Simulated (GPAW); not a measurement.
System: InP, space group F-43m (No. 216).

Input of the run:
```
from ase import Atoms
from ase.eos import EquationOfState
from ase.io import Trajectory
from ase.units import GPa
from gpaw import GPAW, PW

atoms = Atoms(['In', 'P'],
              cell=[[0.0, 2.9305, 2.9305],
                    [2.9305, 0.0, 2.9305],
                    [2.9305, 2.9305, 0.0]],
              scaled_positions=[[0.0, 0.0, 0.0],
                                [0.75, 0.75, 0.75]],
              pbc=True)

traj = Trajectory('eos.traj', 'w')
volumes, energies = [], []
for x in [0.94, 0.96, 0.98, 1.0, 1.02, 1.04, 1.06]:
    a = atoms.copy()
    a.set_cell(atoms.cell * x**(1 / 3), scale_atoms=True)
    calc = GPAW(mode=PW(600),
                xc='MGGA_X_R2SCAN+MGGA_C_R2SCAN',
                kpts={'size': (8, 8, 8), 'gamma': True},
                occupations={'name': 'fermi-dirac', 'width': 0.05},
                nbands=18,
                convergence={'density': 1e-05, 'energy': 1e-05},
                maxiter=150,
                txt=f'eos-{x:.2f}.txt')
    a.calc = calc
    energies.append(a.get_potential_energy(force_consistent=True))
    volumes.append(a.get_volume())
    p = -a.get_stress()[:3].mean() / GPa
    calc.write(f'eos-{x:.2f}.gpw')
    traj.write(a)
    print(f'{x:.2f} {volumes[-1]:10.4f} A^3 {energies[-1]:14.6f} eV {p:9.3f} GPa', flush=True)

v0, e0, B = EquationOfState(volumes, energies, eos='birchmurnaghan').fit()
print(f'V0 = {v0:.4f} A^3, E0 = {e0:.6f} eV, B0 = {B / GPa:.2f} GPa')
```

Command:
```bash
OMP_NUM_THREADS=1 python run.py
```

Calculation (GPAW 26.7.0): PAW DFT in plane waves, on a grid or in atomic orbitals, no spin polarisation; energies at scaled volumes of the given cell, shape and fractions fixed, counted from the fit's minimum, third-order Birch-Murnaghan fit. Level: r2SCAN.

```tsv
setting	value
k mesh	8×8×8
occupations	Fermi–Dirac
smearing width	0.05 eV
potentials	GPAW PAW data sets (gpaw data 1.2.1)
wave cutoff	600 eV
program settings	basis pw
```

What does the calculation give for the energy and pressure against volume? The volume takes the values 23.66, 24.16, 24.66, 25.17, 25.67, 26.17, 26.68 Å³/atom.

A third-order Birch–Murnaghan fit gives V0 = 25.72 Å³/atom, B0 = 68.5 GPa and B′ = 4.5. The energy is 41.38 meV/atom at volume 23.66 Å³/atom and 7.08 meV/atom at 26.68 Å³/atom; the lowest computed point is at volume 25.67 Å³/atom (0.02 meV/atom), and no other minimum shows. The pressure falls from 6.87 GPa at volume 23.66 Å³/atom to −2.35 GPa at 26.68 Å³/atom, and changes sign near 25.71 Å³/atom.

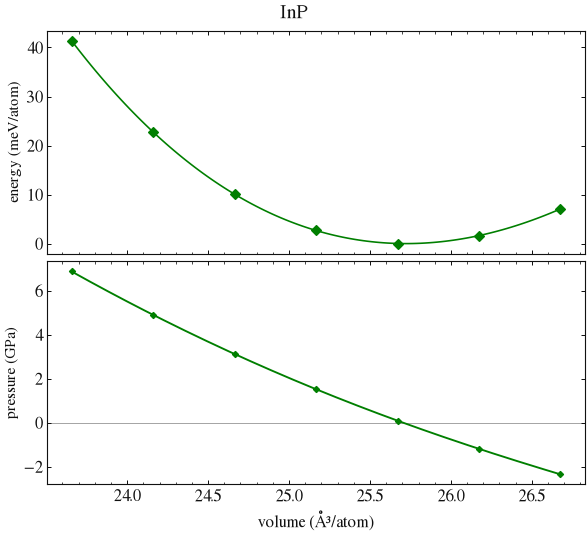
